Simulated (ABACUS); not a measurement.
**Geometry relaxation, with input and output: GaN (part 2 of 2)**

Continued. System: GaN (2 atoms in the cell). Method: Kohn-Sham DFT of a periodic cell, PBE, Ansatz NC PBE, no spin polarisation (ABACUS 3.10.1); cutoff 1251.72 eV, 8×8×8 k-mesh, fermi-dirac of 0.05 eV. The structure derives from a Materials Project entry.

Geometry of the input (Å; fractional positions):
```
3.1869  0.0000  0.0000
1.5935  2.7600  0.0000
1.5935  0.9200  2.6021
Ga 0.0000  0.0000  0.0000
N  0.2500  0.2500  0.2500
```

## What the program printed, continued
```
----------------------------------------------------------

 PW ALGORITHM --------------- ION=   1  ELEC=   5--------------------------------

 Density error is 1.62693613458e-05
                          Error Threshold = 6.77675615021e-07
----------------------------------------------------------
     Energy           Rydberg                 eV
----------------------------------------------------------
 E_KohnSham     -174.6572761659      -2376.3341530152
 E_Harris       -174.6618268945      -2376.3960688549
 E_Fermi        0.8442499328         11.4866096220
----------------------------------------------------------

 PW ALGORITHM --------------- ION=   1  ELEC=   6--------------------------------

 Density error is 4.70249975952e-06
                          Error Threshold = 9.03853408098e-08
----------------------------------------------------------
     Energy           Rydberg                 eV
----------------------------------------------------------
 E_KohnSham     -174.6572801653      -2376.3342074299
 E_Harris       -174.6496191151      -2376.2299734950
 E_Fermi        0.8447482007         11.4933889041
----------------------------------------------------------

 PW ALGORITHM --------------- ION=   1  ELEC=   7--------------------------------

 Density error is 5.26148015057e-07
                          Error Threshold = 2.6124998664e-08
----------------------------------------------------------
     Energy           Rydberg                 eV
----------------------------------------------------------
 E_KohnSham     -174.6572803487      -2376.3342099257
 E_Harris       -174.6556662144      -2376.3122485013
 E_Fermi        0.8446560150         11.4921346534
----------------------------------------------------------

 PW ALGORITHM --------------- ION=   1  ELEC=   8--------------------------------

 Density error is 1.01615110953e-08
                          Error Threshold = 2.92304452809e-09
----------------------------------------------------------
     Energy           Rydberg                 eV
----------------------------------------------------------
 E_KohnSham     -174.6572804311      -2376.3342110473
 E_Harris       -174.6568237334      -2376.3279973559
 E_Fermi        0.8446296180         11.4917755040
----------------------------------------------------------

 PW ALGORITHM --------------- ION=   1  ELEC=   9--------------------------------

 Density error is 3.61033757604e-10
                          Error Threshold = 5.64528394181e-11
----------------------------------------------------------
     Energy           Rydberg                 eV
----------------------------------------------------------
 E_KohnSham     -174.6572804340      -2376.3342110860
 E_KS(sigma->0) -174.6572804340      -2376.3342110858
 E_Harris       -174.6573743244      -2376.3354885303
 E_band         0.7687560934         10.4594632423
 E_one_elec     -52.5923276756       -715.5553274716
 E_Hartree      43.7127922341        594.7430498744
 E_xc           -49.1034278783       -668.0864104770
 E_Ewald        -116.6743171142      -1587.4355230114
 E_entropy(-TS) -0.0000000000        -0.0000000004
 E_descf        0.0000000000         0.0000000000
 E_exx          0.0000000000         0.0000000000
 E_Fermi        0.8446233694         11.4916904883
----------------------------------------------------------

 charge density convergence is achieved
 final etot is -2376.3342111 eV
 EFERMI = 11.491690488 eV

 STATE ENERGY(eV) AND OCCUPATIONS    NSPIN == 1
[... levels at 8 further k points ...]

------------------------------------------------------------------------------------------
 TOTAL-FORCE (eV/Angstrom)
------------------------------------------------------------------------------------------
                       Ga1         0.0000000000         0.0000000000         0.0000000000
                        N1         0.0000000000         0.0000000000         0.0000000000
------------------------------------------------------------------------------------------

----------------------------------------------------------------
 TOTAL-STRESS (KBAR)
----------------------------------------------------------------
        52.9188114945        -0.0000000000        -0.0000000000
        -0.0000000000        52.9188114957        -0.0000000000
        -0.0000000000        -0.0000000000        52.9188114959
----------------------------------------------------------------
 TOTAL-PRESSURE: 52.918811 KBAR

 Largest gradient in force is 0.000000 eV/A.
 Threshold is 0.005000 eV/A.

 Largest gradient in stress is 52.918811 kbar.
 Threshold is 0.200000 kbar.

 Relaxation is not converged yet!
DIRECT COORDINATES
    atom                   x                   y                   z     mag                  vx                  vy                  vz
taud_Ga1            0.0000000000        0.0000000000        0.0000000000  0.0000        0.0000000000        0.0000000000        0.0000000000
taud_N1            0.2500000000        0.2500000000        0.2500000000  0.0000        0.0000000000        0.0000000000        0.0000000000

                          Volume (Bohr^3) = 163.377876
                             Volume (A^3) = 24.210074

 Lattice vectors: (Cartesian coordinate: in unit of a_0)
            +3.247161           +0.000000           -0.000000
            +1.623581           +2.812124           -0.000000
            +1.623581           +0.937375           +2.651296
 Reciprocal vectors: (Cartesian coordinate: in unit of 2 pi/a_0)
            +0.307961           -0.177802           -0.125725
            -0.000000           +0.355603           -0.125725
            +0.000000           +0.000000           +0.377174

 -------------------------------------------
 STEP OF RELAXATION : 2
 -------------------------------------------

[... set-up of the moved cell ...]

 PW ALGORITHM --------------- ION=   2  ELEC=   1--------------------------------
 Notice: Threshold on eigenvalues was too large.
 hsover_error=0.180000 > DRHO=0.001638
 Origin diag ethr = 0.010000
 New diag ethr = 0.000009

 Density error is 0.000314508380
                          Error Threshold = 0.000009097864
----------------------------------------------------------
     Energy           Rydberg                 eV
----------------------------------------------------------
 E_KohnSham     -174.6572705251      -2376.3340762687
 E_Harris       -174.7198639116      -2377.1857029820
 E_Fermi        0.7713523812         10.4947875498
----------------------------------------------------------

[... 3 further cycles ...]
 PW ALGORITHM --------------- ION=   2  ELEC=   5--------------------------------

 Density error is 0.000000002048
                          Error Threshold = 0.000000000224
----------------------------------------------------------
     Energy           Rydberg                 eV
----------------------------------------------------------
 E_KohnSham     -174.6573855177      -2376.3356408227
 E_KS(sigma->0) -174.6573855172      -2376.3356408164
 E_Harris       -174.6574938093      -2376.3371142063
 E_band         -0.2743004337        -3.7320488616
 E_one_elec     -55.9278081387       -760.9368673377
 E_Hartree      44.8084978208        609.6508891840
 E_xc           -49.0279038526       -667.0588533916
 E_Ewald        -114.5101713462      -1557.9908092647
 E_entropy(-TS) -0.0000000009        -0.0000000126
 E_descf        0.0000000000         0.0000000000
 E_exx          0.0000000000         0.0000000000
 E_Fermi        0.7671875668         10.4381223435
----------------------------------------------------------

 charge density convergence is achieved
 final etot is -2376.33564082274 eV
 EFERMI = 10.43812234346 eV

 STATE ENERGY(eV) AND OCCUPATIONS    NSPIN == 1
[... levels at 8 further k points ...]

------------------------------------------------------------------------------------------
 TOTAL-FORCE (eV/Angstrom)
------------------------------------------------------------------------------------------
                       Ga1         0.0000000000         0.0000000000         0.0000000000
                        N1         0.0000000000         0.0000000000         0.0000000000
------------------------------------------------------------------------------------------

----------------------------------------------------------------
 TOTAL-STRESS (KBAR)
----------------------------------------------------------------
       -44.6693082448        -0.0000000000         0.0000000000
         0.0000000000       -44.6693082458         0.0000000000
         0.0000000000         0.0000000000       -44.6693082459
----------------------------------------------------------------
 TOTAL-PRESSURE: -44.669308 KBAR

 Largest gradient in force is 0.000000 eV/A.
 Threshold is 0.005000 eV/A.

 Largest gradient in stress is 44.669308 kbar.
 Threshold is 0.200000 kbar.

 Relaxation is not converged yet!
DIRECT COORDINATES
    atom                   x                   y                   z     mag                  vx                  vy                  vz
taud_Ga1            0.0000000000        0.0000000000        0.0000000000  0.0000        0.0000000000        0.0000000000        0.0000000000
taud_N1            0.2500000000        0.2500000000        0.2500000000  0.0000        0.0000000000        0.0000000000        0.0000000000

                          Volume (Bohr^3) = 158.984000
                             Volume (A^3) = 23.558970

 Lattice vectors: (Cartesian coordinate: in unit of a_0)
            +3.217787           +0.000000           -0.000000
            +1.608893           +2.786685           -0.000000
            +1.608893           +0.928895           +2.627312
 Reciprocal vectors: (Cartesian coordinate: in unit of 2 pi/a_0)
            +0.310773           -0.179425           -0.126872
            -0.000000           +0.358849           -0.126872
            +0.000000           +0.000000           +0.380617

 -------------------------------------------
 STEP OF RELAXATION : 3
 -------------------------------------------

[... set-up of the moved cell ...]

 PW ALGORITHM --------------- ION=   3  ELEC=   1--------------------------------
 Notice: Threshold on eigenvalues was too large.
 hsover_error=0.180000 > DRHO=0.001070
 Origin diag ethr = 0.010000
 New diag ethr = 0.000006

 Density error is 0.000679534396
                          Error Threshold = 0.000005946854
----------------------------------------------------------
     Energy           Rydberg                 eV
----------------------------------------------------------
 E_KohnSham     -174.6578256805      -2376.3416295456
 E_Harris       -174.5638662836      -2375.0632463676
 E_Fermi        0.7984839663         10.8639317039
----------------------------------------------------------

[... 3 further cycles ...]
 PW ALGORITHM --------------- ION=   3  ELEC=   5--------------------------------

 Density error is 0.000000004434
                          Error Threshold = 0.000000000527
----------------------------------------------------------
     Energy           Rydberg                 eV
----------------------------------------------------------
 E_KohnSham     -174.6580716750      -2376.3449764717
 E_KS(sigma->0) -174.6580716749      -2376.3449764705
 E_Harris       -174.6580015633      -2376.3440225539
 E_band         0.2261515568         3.0769497847
 E_one_elec     -54.3152127793       -738.9963818807
 E_Hartree      44.2767606352        602.4162336202
 E_xc           -49.0641056202       -667.5514037080
 E_Ewald        -115.5555139105      -1572.2134245008
 E_entropy(-TS) -0.0000000002        -0.0000000024
 E_descf        0.0000000000         0.0000000000
 E_exx          0.0000000000         0.0000000000
 E_Fermi        0.8044498839         10.9451021758
----------------------------------------------------------

 charge density convergence is achieved
 final etot is -2376.34497647175 eV
 EFERMI = 10.94510217583 eV

 STATE ENERGY(eV) AND OCCUPATIONS    NSPIN == 1
 1/8 kpoint (Cartesian) = 0.00000 0.00000 0.00000 (2277 pws)
       1      -5.551363       0.003906
       2      -3.411033       0.003906
       3      -3.411033       0.003906
       4      -3.411033       0.003906
       5      -3.131881       0.003906
       6      -3.131881       0.003906
       7      10.135757       0.003906
       8      10.135757       0.003906
       9      10.135757       0.003906
      10      11.686846       0.000000
      11      20.260777       0.000000
      12      20.260777       0.000000
      13      20.260777       0.000000

 2/8 kpoint (Cartesian) = 0.03885 0.02243 0.01586 (2298 pws)
       1      -5.397895       0.031250
       2      -3.392570       0.031250
       3      -3.392570       0.031250
       4      -3.339468       0.031250
       5      -3.133180       0.031250
       6      -3.133180       0.031250
       7       8.603351       0.031250
       8       9.980031       0.031250
       9       9.980031       0.031250
      10      12.857757       0.000000
      11      19.557876       0.000000
      12      20.490160       0.000000
      13      20.490160       0.000000

 3/8 kpoint (Cartesian) = 0.07769 0.04486 0.03172 (2289 pws)
       1      -5.072121       0.031250
       2      -3.356677       0.031250
       3      -3.356677       0.031250
       4      -3.126776       0.031250
       5      -3.126776       0.031250
       6      -3.014742       0.031250
       7       6.332809       0.031250
       8       9.635218       0.031250
       9       9.635218       0.031250
      10      14.030878       0.000000
      11      18.754922       0.000000
      12      20.712275       0.000000
      13      20.712275       0.000000

 4/8 kpoint (Cartesian) = 0.11654 0.06728 0.04758 (2307 pws)
       1      -4.850196       0.031250
       2      -3.337131       0.031250
       3      -3.337131       0.031250
       4      -3.102764       0.031250
       5      -3.102764       0.031250
       6      -2.319468       0.031250
       7       4.257838       0.031250
       8       9.325013       0.031250
       9       9.325013       0.031250
      10      14.511746       0.000000
      11      18.644922       0.000000
      12      20.506303       0.000000
      13      20.506303       0.000000

 5/8 kpoint (Cartesian) = 0.15539 0.08971 0.06344 (2332 pws)
       1      -4.791674       0.015625
       2      -3.334018       0.015625
       3      -3.334018       0.015625
       4      -3.087450       0.015625
       5      -3.087450       0.015625
       6      -1.828325       0.015625
       7       3.289690       0.015625
       8       9.204639       0.015625
       9       9.204639       0.015625
      10      14.584910       0.000000
      11      18.724101       0.000000
      12      20.346441       0.000000
      13      20.346441       0.000000

 6/8 kpoint (Cartesian) = 0.03885 0.02243 -0.03172 (2285 pws)
       1      -5.348273       0.023438
       2      -3.375047       0.023438
       3      -3.375047       0.023438
       4      -3.340848       0.023438
       5      -3.142468       0.023438
       6      -3.121713       0.023438
       7       8.630903       0.023438
       8       9.677078       0.023437
       9       9.677078       0.023437
      10      13.231514       0.000000
      11      19.062755       0.000000
      12      20.742661       0.000000
      13      20.742661       0.000000

[... levels at 2 further k points ...]

------------------------------------------------------------------------------------------
 TOTAL-FORCE (eV/Angstrom)
------------------------------------------------------------------------------------------
                       Ga1         0.0000000000         0.0000000000         0.0000000000
                        N1         0.0000000000         0.0000000000         0.0000000000
------------------------------------------------------------------------------------------

----------------------------------------------------------------
 TOTAL-STRESS (KBAR)
----------------------------------------------------------------
        -0.1762499394        -0.0000000000         0.0000000000
         0.0000000000        -0.1762499394         0.0000000000
         0.0000000000         0.0000000000        -0.1762499394
----------------------------------------------------------------
 TOTAL-PRESSURE: -0.176250 KBAR

 Largest gradient in force is 0.000000 eV/A.
 Threshold is 0.005000 eV/A.

 Largest gradient in stress is 0.176250 kbar.
 Threshold is 0.200000 kbar.

 Relaxation is converged!

 --------------------------------------------
 !FINAL_ETOT_IS -2376.3449764717493053 eV
 --------------------------------------------
```

## Trajectory as extended XYZ (Å, eV, eV/Å), 3 frames, from step=0 to step=2
```
2
Lattice="3.1869 0.0000 0.0000 1.5935 2.7600 0.0000 1.5935 0.9200 2.6021" Properties=species:S:1:pos:R:3:forces:R:3 step=0 energy=-2376.33421 pressure_GPa=5.29
Ga    0.0000    0.0000    0.0000    0.0000   0.0000   0.0000
N     1.5935    0.9200    0.6505    0.0000   0.0000   0.0000
2
Lattice="3.2472 0.0000 -0.0000 1.6236 2.8121 -0.0000 1.6236 0.9374 2.6513" Properties=species:S:1:pos:R:3:forces:R:3 step=1 energy=-2376.33564 pressure_GPa=-4.47
Ga    0.0000    0.0000    0.0000    0.0000   0.0000   0.0000
N     1.6236    0.9374    0.6628    0.0000   0.0000   0.0000
2
Lattice="3.2178 0.0000 -0.0000 1.6089 2.7867 -0.0000 1.6089 0.9289 2.6273" Properties=species:S:1:pos:R:3:forces:R:3 step=2 energy=-2376.34498 pressure_GPa=-0.02
Ga    0.0000    0.0000    0.0000    0.0000   0.0000   0.0000
N     1.6089    0.9289    0.6568    0.0000   0.0000   0.0000
```

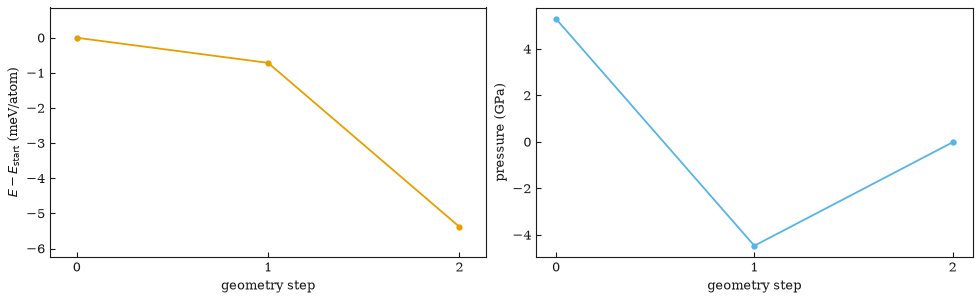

**Figure 1.** Progress of the relaxation, step by step (steps are counted from 0).

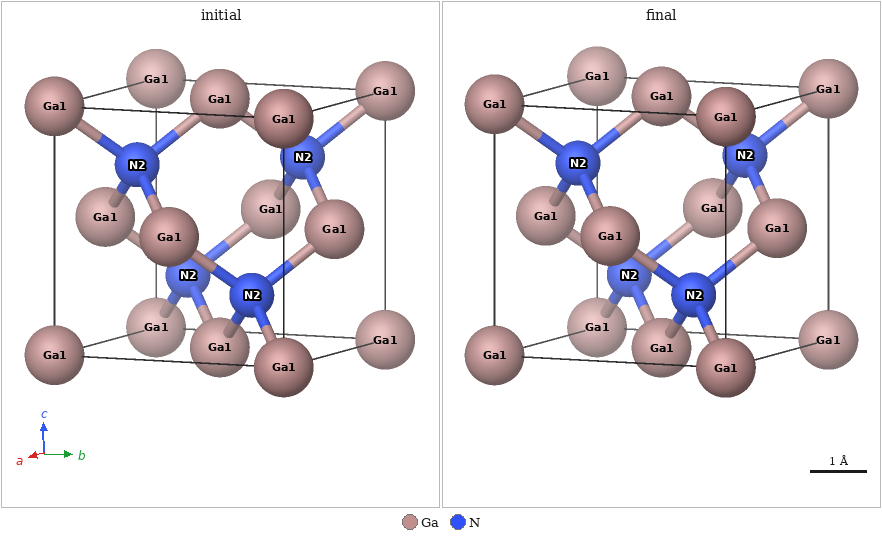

**Figure 2.** Before (left) and after (right) the relaxation, at one scale (ball-and-stick view of the cell 4 times as large as that of the calculation, set on its symmetry axes, seen slightly off an axis). The atoms keep their places relative to the cell (all moves are under 0.005 Å). The volume changes by +2.9 %, with a = b = c 4.507 → 4.551 Å (+1.0 %). Among the contacts that change: Ga1–N2 1.952 → 1.970 Å. The space group stays F-43m (No. 216). After 2 geometry steps the energy has fallen by 5.4 meV per atom. All forces vanish by symmetry, so only the cell relaxes. Pressure: 5.29 GPa at the start and −0.02 GPa at the end. (Atoms are counted from 1 in the order of the input.)

## Results in brief

| quantity | value |
| --- | --- |
| outcome | converged |
| space group (tolerance 0.01 Å) | F-43m (216) |
| electrons treated | 18 |
| free energy | −2376.3450 eV |
| Fermi energy | 10.945 eV |
| gap on the k-point mesh | 1.55 eV |
| pressure | −0.02 GPa |
| final volume | 23.56 Å³ |
| largest force (length of the vector) at the end | under 0.001 eV/Å |
| final cell | a = 3.218 Å, b = 3.218 Å, c = 3.218 Å, α = 60.00°, β = 60.00°, γ = 60.00° |
| wall time | 43 s (CPU time 2.8 min) |
| peak memory | 0.36 GiB |
